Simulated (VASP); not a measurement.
## Run report: SrO, band-structure calculation

SrO (Fm-3m, 2 atoms in the cell), computed with DFT, PBE, plane waves, PAW (VASP 6.6.1).

The structure was built on a prototype by a generator. The geometry comes from this level: r2SCAN (a point of a series of strains). It belongs to a series of runs on one base structure; here: hydrostatic strain +3.0%.

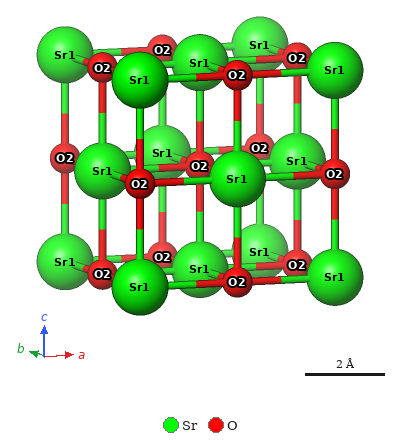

**Figure 1.** The input geometry (ball-and-stick view of the cell 4 times as large as that of the calculation, set on its symmetry axes, seen slightly off an axis; atoms are numbered from 1 in the order of the input). An atom can appear more than once, as a periodic image. Near neighbours in the periodic cell (some may lie outside the picture): Sr has 6 O at 2.66 Å; O has 6 Sr at 2.66 Å.

### INCAR
```
ENCUT = 520.000000
SIGMA = 0.020000
EDIFF = 1.00e-07
GGA = PE
PREC = Accurate
IBRION = -1
ISIF = 2
ISMEAR = -1
NBANDS = 15
NELM = 120
NSW = 0
LASPH = .TRUE.
LCHARG = .TRUE.
LELF = .TRUE.
LWAVE = .FALSE.
LREAL = .FALSE.
```

### KPOINTS
```
KPOINTS created by Atomic Simulation Environment
0
Gamma
8 8 8
0 0 0
```

### KPOINTS_OPT
```
special points
6
Reciprocal
0.0000000000 0.0000000000 0.0000000000 1
0.5000000000 0.0000000000 0.5000000000 1
0.6250000000 0.2500000000 0.6250000000 1
0.3750000000 0.3750000000 0.7500000000 1
0.5000000000 0.5000000000 0.5000000000 1
0.5000000000 0.2500000000 0.7500000000 1
```

### POSCAR
```
Sr O
 1.0000000000000000
     0.0000000000000000    2.6572890956999999    2.6572890956999999
     2.6572890956999999    0.0000000000000000    2.6572890956999999
     2.6572890956999999    2.6572890956999999    0.0000000000000000
 Sr  O
   1   1
Cartesian
  0.0000000000000000  0.0000000000000000  0.0000000000000000
  2.6572890956999999  2.6572890956999999  2.6572890956999999
```

Launch command:
```bash
mpirun -np 1 vasp_std
```

### OSZICAR
```
N       E                     dE             d eps       ncg     rms          rms(c)
DAV:   1     0.671846675769E+02    0.67185E+02   -0.83123E+03   870   0.103E+03
DAV:   2    -0.110526762645E+02   -0.78237E+02   -0.71930E+02  1216   0.214E+02
DAV:   3    -0.141764688011E+02   -0.31238E+01   -0.31121E+01  1122   0.389E+01
DAV:   4    -0.142277582140E+02   -0.51289E-01   -0.51283E-01  1156   0.475E+00
DAV:   5    -0.142285636468E+02   -0.80543E-03   -0.80543E-03  1084   0.414E-01    0.139E+01
DAV:   6    -0.122103293591E+02    0.20182E+01   -0.71573E+00   884   0.188E+01    0.162E+01
DAV:   7    -0.120325719840E+02    0.17776E+00   -0.38741E-01   982   0.525E+00    0.934E+00
DAV:   8    -0.120213204347E+02    0.11252E-01   -0.12876E-01  1087   0.370E+00    0.405E-01
DAV:   9    -0.120214916143E+02   -0.17118E-03   -0.75145E-03  1047   0.595E-01    0.238E-01
DAV:  10    -0.120219536165E+02   -0.46200E-03   -0.48118E-04   982   0.218E-01    0.968E-02
DAV:  11    -0.120221485161E+02   -0.19490E-03   -0.22533E-04   905   0.108E-01    0.300E-02
DAV:  12    -0.120221718172E+02   -0.23301E-04   -0.30458E-05   947   0.369E-02    0.197E-02
DAV:  13    -0.120221705248E+02    0.12925E-05   -0.82869E-07  1017   0.101E-02    0.326E-03
DAV:  14    -0.120221702341E+02    0.29065E-06   -0.22767E-07  1079   0.351E-03    0.193E-03
DAV:  15    -0.120221702484E+02   -0.14237E-07   -0.11645E-08   554   0.922E-04
   1 F= -.12022170E+02 E0= -.12022170E+02  d E =-.189693E-10
       N       E                     dE             ncg
DAV:   1    -0.861251366771E+02   -0.37606E+04      180
DAV:   2    -0.517946693647E+03   -0.43182E+03      250
DAV:   3    -0.534811721636E+03   -0.16865E+02      245
DAV:   4    -0.535162128857E+03   -0.35041E+00      223
DAV:   5    -0.535174343333E+03   -0.12214E-01      231
DAV:   6    -0.535174720945E+03   -0.37761E-03      222
DAV:   7    -0.535174735797E+03   -0.14852E-04      193
DAV:   8    -0.535174736365E+03   -0.56823E-06      183
DAV:   9    -0.535174736386E+03   -0.20709E-07      133
```

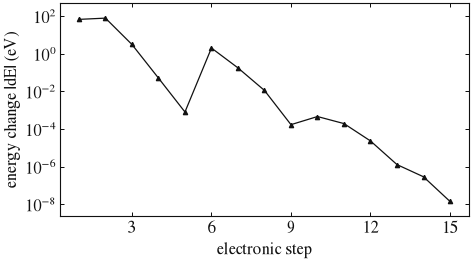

**Figure 2.** Convergence of the self-consistent field: energy change |dE| against the electronic step. It takes 15 electronic steps. The density is held fixed in the first few steps, and dE rises again when its update begins.

### Parts of OUTCAR
```
k-points           NKPTS =     29   k-points in BZ     NKDIM =     29   number of bands    NBANDS=     15

   NELECT =      16.0000    total number of electrons

   dimension x,y,z NGX =    28 NGY =   28 NGZ =   28
   dimension x,y,z NGXF=    56 NGYF=   56 NGZF=   56

  energy-cutoff  :      520.00
  volume of cell :       37.53
      direct lattice vectors                 reciprocal lattice vectors
     0.000000000  2.657289096  2.657289096    -0.188161687  0.188161687  0.188161687
     2.657289096  0.000000000  2.657289096     0.188161687 -0.188161687  0.188161687
     2.657289096  2.657289096  0.000000000     0.188161687  0.188161687 -0.188161687

 k-points in reciprocal lattice and weights: KPOINTS created by Atomic Simulation Env
   0.00000000  0.00000000  0.00000000       0.002
   0.12500000  0.00000000  0.00000000       0.016
   0.25000000  0.00000000  0.00000000       0.016
   0.37500000  0.00000000  0.00000000       0.016
   0.50000000  0.00000000  0.00000000       0.008
   0.12500000  0.12500000  0.00000000       0.012
   0.25000000  0.12500000  0.00000000       0.047
   0.37500000  0.12500000  0.00000000       0.047
   0.50000000  0.12500000  0.00000000       0.047
  -0.37500000  0.12500000  0.00000000       0.047
  -0.25000000  0.12500000  0.00000000       0.047
  -0.12500000  0.12500000  0.00000000       0.023
   0.25000000  0.25000000  0.00000000       0.012
   0.37500000  0.25000000  0.00000000       0.047
   0.50000000  0.25000000  0.00000000       0.047
  -0.37500000  0.25000000  0.00000000       0.047
  -0.25000000  0.25000000  0.00000000       0.023
   0.37500000  0.37500000  0.00000000       0.012
   0.50000000  0.37500000  0.00000000       0.047
  -0.37500000  0.37500000  0.00000000       0.023
   0.50000000  0.50000000  0.00000000       0.006
   0.37500000  0.25000000  0.12500000       0.047
   0.50000000  0.25000000  0.12500000       0.094
  -0.37500000  0.25000000  0.12500000       0.047
   0.50000000  0.37500000  0.12500000       0.047
  -0.37500000  0.37500000  0.12500000       0.094
  -0.25000000  0.37500000  0.12500000       0.047
  -0.37500000  0.50000000  0.12500000       0.023
  -0.25000000  0.50000000  0.25000000       0.012

 E-fermi :   1.6135

 k-point     1 :       0.0000    0.0000    0.0000
  band No.  band energies     occupation
      1     -31.5345      2.00000
      2     -13.7427      2.00000
      3     -13.2580      2.00000
      4     -13.2580      2.00000
      5     -13.2580      2.00000
      6       1.2235      2.00000
      7       1.2235      2.00000
      8       1.2235      2.00000
      9       4.5387      0.00000
     10       7.2026      0.00000
     11       7.2026      0.00000
     12       7.2026      0.00000
     13       9.1563      0.00000
     14       9.1563      0.00000
     15      13.4411      0.00000

 k-point     2 :       0.1250    0.0000    0.0000
  band No.  band energies     occupation
      1     -31.5217      2.00000
      2     -14.1496      2.00000
      3     -13.2677      2.00000
      4     -13.2677      2.00000
      5     -12.8850      2.00000
      6       0.7944      2.00000
      7       1.0595      2.00000
      8       1.0595      2.00000
      9       5.2037      0.00000
     10       7.0581      0.00000
     11       7.4752      0.00000
     12       7.4752      0.00000
     13       9.5007      0.00000
     14       9.5007      0.00000
     15      14.3333      0.00000

 k-point     3 :       0.2500    0.0000    0.0000
  band No.  band energies     occupation
      1     -31.4907      2.00000
      2     -14.6618      2.00000
      3     -13.2908      2.00000
      4     -13.2908      2.00000
      5     -12.4540      2.00000
      6       0.0381      2.00000
      7       0.7016      2.00000
      8       0.7016      2.00000
      9       6.6019      0.00000
     10       7.0136      0.00000
     11       8.2105      0.00000
     12       8.2105      0.00000
     13      10.3718      0.00000
     14      10.3718      0.00000
     15      16.0322      0.00000

 k-point     4 :       0.3750    0.0000    0.0000
  band No.  band energies     occupation
      1     -31.4594      2.00000
      2     -15.0242      2.00000
      3     -13.3136      2.00000
      4     -13.3136      2.00000
      5     -12.1733      2.00000
      6      -0.5484      2.00000
      7       0.3847      2.00000
      8       0.3847      2.00000
      9       7.1699      0.00000
     10       8.1645      0.00000
     11       9.0898      0.00000
     12       9.0898      0.00000
     13      11.4754      0.00000
     14      11.4754      0.00000
     15      15.4410      0.00000

 k-point     5 :       0.5000    0.0000    0.0000
  band No.  band energies     occupation
      1     -31.4463      2.00000
      2     -15.1542      2.00000
      3     -13.3229      2.00000
      4     -13.3229      2.00000
      5     -12.0770      2.00000
      6      -0.7642      2.00000
      7       0.2628      2.00000
      8       0.2628      2.00000
      9       7.3474      0.00000
     10       8.9033      0.00000
     11       9.5052      0.00000
     12       9.5052      0.00000
     13      12.2107      0.00000
     14      12.2107      0.00000
     15      14.5930      0.00000

 [... the levels of 23 k-points are left out ...]

 k-point    29 :      -0.2500    0.5000    0.2500
  band No.  band energies     occupation
      1     -31.4193      2.00000
      2     -14.4168      2.00000
      3     -13.7421      2.00000
      4     -13.7421      2.00000
      5     -12.6231      2.00000
      6       0.2319      2.00000
      7       0.7093      2.00000
      8       0.7093      2.00000
      9       6.9626      0.00000
     10       6.9626      0.00000
     11       9.1290      0.00000
     12      11.5402      0.00000
     13      11.7059      0.00000
     14      12.8188      0.00000
     15      14.7214      0.00000

  Total       -1.0746386     -1.0746386     -1.0746386     -0.0000000      0.0000000      0.0000000
  in kB      -45.8803377    -45.8803377    -45.8803377     -0.0000000      0.0000000      0.0000000
  external PRESSURE =     -45.8803377 kB  Pullay stress =       0.0000000 kB

 POSITION                                       TOTAL-FORCE (eV/Angst)
 -----------------------------------------------------------------------------------
      0.00000      0.00000      0.00000         0.000000      0.000000     -0.000000
      2.65729      2.65729      2.65729         0.000000      0.000000      0.000000
 -----------------------------------------------------------------------------------
    total drift:                                0.000000      0.000000      0.000000

  FREE ENERGIE OF THE ION-ELECTRON SYSTEM (eV)
  ---------------------------------------------------
  free  energy   TOTEN  =       -12.0221702484 eV

  energy  without entropy=      -12.0221702484  energy(sigma->0) =      -12.02217025
```

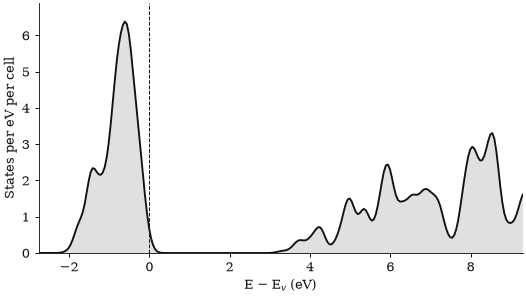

**Figure 3.** Density of states (the curve is built from the levels of the k mesh with Gaussians 0.3 eV wide, which also blur the band edges), with energies from the valence-band top. There is a gap of 3.30 eV on the k-point mesh. Small ripples come from the finite k-point mesh.

### Key numbers

```json
{"quantity": "outcome", "value": "converged"}
{"quantity": "space group (tolerance 0.01 Å)", "value": "Fm-3m (225)"}
{"quantity": "electrons treated", "value": "16"}
{"quantity": "free energy", "value": "−12.0222 eV"}
{"quantity": "Fermi energy", "value": "1.613 eV"}
{"quantity": "band gap", "value": "3.30 eV"}
{"quantity": "pressure", "value": "−4.59 GPa"}
{"quantity": "largest force (length of the vector)", "value": "under 0.001 eV/Å"}
{"quantity": "hardware", "value": "1 CPU thread, shared host"}
{"quantity": "wall time", "value": "16 s"}
{"quantity": "peak memory", "value": "0.17 GiB"}
```
